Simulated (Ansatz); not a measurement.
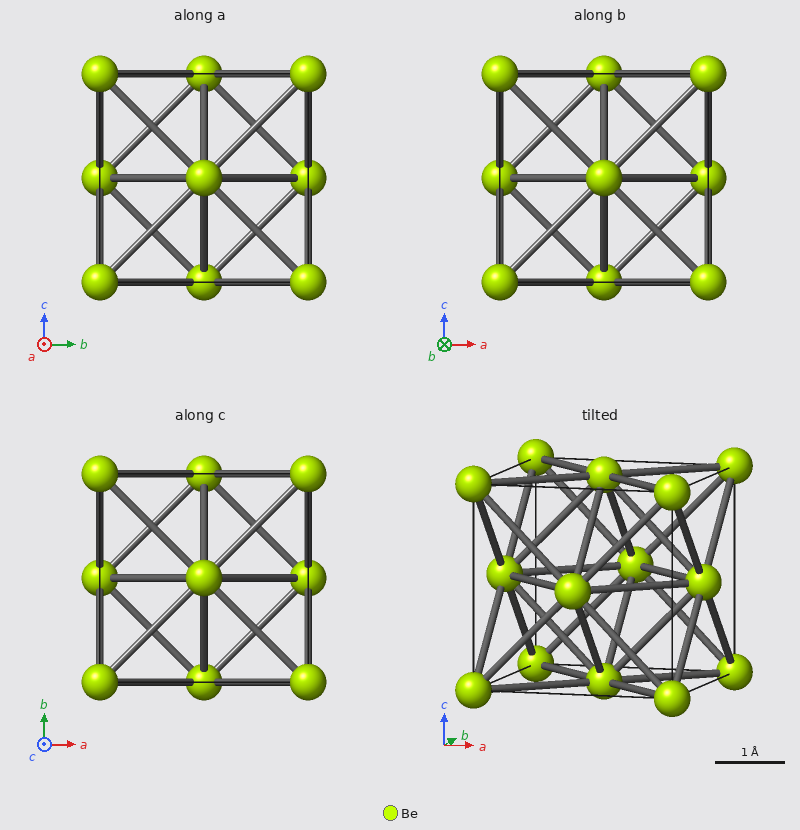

Structure drawing (ball-and-stick), viewed along the a axis, along the b axis, along the c axis and slightly off an axis. The conventional unit cell is drawn as a box.

Lattice parameters: a = 3.028 Å, b = 3.028 Å, c = 3.028 Å, α = 90.00°, β = 90.00°, γ = 90.00°.

Record the structure as a table of Wyckoff sites.

Space group Fm-3m (No. 225).
```csv
atom,site,x,y,z
Be,4a,0.0000,0.0000,0.0000
```

The starting point was a structure type filled with this element by a generator (whether the element takes this form wasn't checked). Earlier steps of the study may have refined or changed the cell and positions. It went into a calculation with Ansatz.

At this level of theory the cell isn't at rest (compressed, at 19 GPa), so its distances can differ from those at equilibrium, the more so the softer the solid.
